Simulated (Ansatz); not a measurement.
W₈S₁₅ (cell charge +2, with a compensating background) (cell with a defect)

The calculation's input:

```
crystal:
  lattice:
    - [6.36, 0.0, 0.0]
    - [-3.18, 5.507921568, 0.0]
    - [0.0, 0.0, 12.5]
  atoms:
    - { symbol: W, position: [0.1666666666, 0.3333333334, 0.25] }
    - { symbol: W, position: [0.1666666666, 0.8333333334, 0.25] }
    - { symbol: W, position: [0.6666666666, 0.3333333334, 0.25] }
    - { symbol: W, position: [0.6666666666, 0.8333333334, 0.25] }
    - { symbol: W, position: [0.3333333334, 0.1666666666, 0.75] }
    - { symbol: W, position: [0.3333333334, 0.6666666666, 0.75] }
    - { symbol: W, position: [0.8333333334, 0.1666666666, 0.75] }
    - { symbol: W, position: [0.8333333334, 0.6666666666, 0.75] }
    - { symbol: S, position: [0.1666666666, 0.8333333334, 0.625] }
    - { symbol: S, position: [0.6666666666, 0.3333333334, 0.625] }
    - { symbol: S, position: [0.6666666666, 0.8333333334, 0.625] }
    - { symbol: S, position: [0.3333333334, 0.1666666666, 0.125] }
    - { symbol: S, position: [0.3333333334, 0.6666666666, 0.125] }
    - { symbol: S, position: [0.8333333334, 0.1666666666, 0.125] }
    - { symbol: S, position: [0.8333333334, 0.6666666666, 0.125] }
    - { symbol: S, position: [0.1666666666, 0.3333333334, 0.875] }
    - { symbol: S, position: [0.1666666666, 0.8333333334, 0.875] }
    - { symbol: S, position: [0.6666666666, 0.3333333334, 0.875] }
    - { symbol: S, position: [0.6666666666, 0.8333333334, 0.875] }
    - { symbol: S, position: [0.3333333334, 0.1666666666, 0.375] }
    - { symbol: S, position: [0.3333333334, 0.6666666666, 0.375] }
    - { symbol: S, position: [0.8333333334, 0.1666666666, 0.375] }
    - { symbol: S, position: [0.8333333334, 0.6666666666, 0.375] }
total_charge: 2
kpoints:
  mp_grid: { grid: [4, 4, 2] }
scf:
  occupations: { method: fermi_dirac, width: 0.01 }
hamiltonian:
  xc: pbe
  pseudopotentials: { kind: paw }
output:
  forces: true
  stress: true
  populations: true
  efg: { quadrupole_moments_barn: { S: -0.0694 }, contact_densities: true }
  write_density: true
  write_potential: true
  elf: true
  volumetric_format: npy
```

Command:

```sh
ansatz run input.yaml --threads 1 --pin off --max-ram 3072MiB --backend cpu --events-out ev --progress --plain --runs-dir out
```

Not relaxed (largest force 0.8 eV/Å).

These are results of DFT, PBE, plane-wave PAW, default files, scalar-relativistic (Ansatz 0.2.0), not measurements.

Core electrons are frozen (PAW), and the valence fields are smoothed inside the atomic spheres.

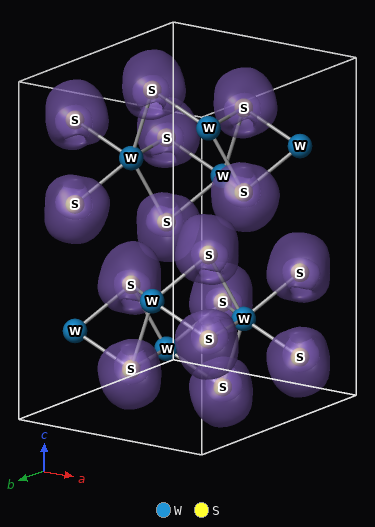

Figure 1. Isosurface of the ELF at 0.75 (purple), seen at an oblique angle. Core shells and regions of very low density are left out. Sticks mark near contacts.

> What do the ELF domains correspond to?

The ELF exceeds this value in 15 regions wrapped around S (the valence shell of each), counted in one cell of 23 atoms. Any copies at cell faces, edges or corners count once. Profiles from the grid: W–S (2.41 Å): the ELF peaks at about 0.85 in the valence shell of S, 0.8 Å from its nucleus, and is about 0.50 at the midpoint.

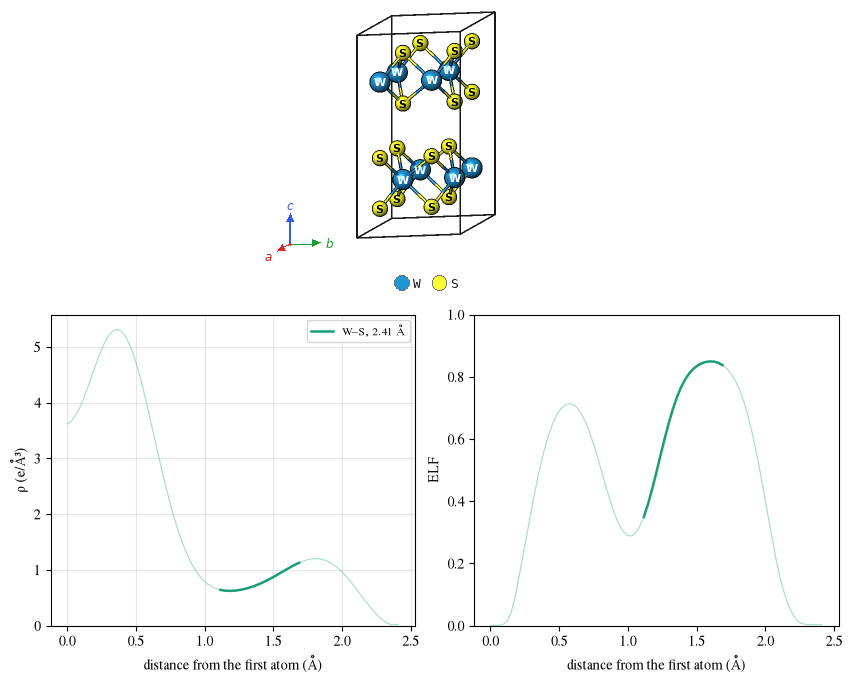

Figure 2. Valence electron density and electron localisation function along straight lines between neighbouring atoms. Thin, pale parts lie inside the atomic spheres. The structure is drawn too.

> What can be read from the curves?

W–S (2.41 Å): ρ is about 0.62 e/Å³ halfway; the ELF peaks at about 0.85 in the valence shell of S, 0.8 Å from its nucleus, and is about 0.50 at the midpoint.
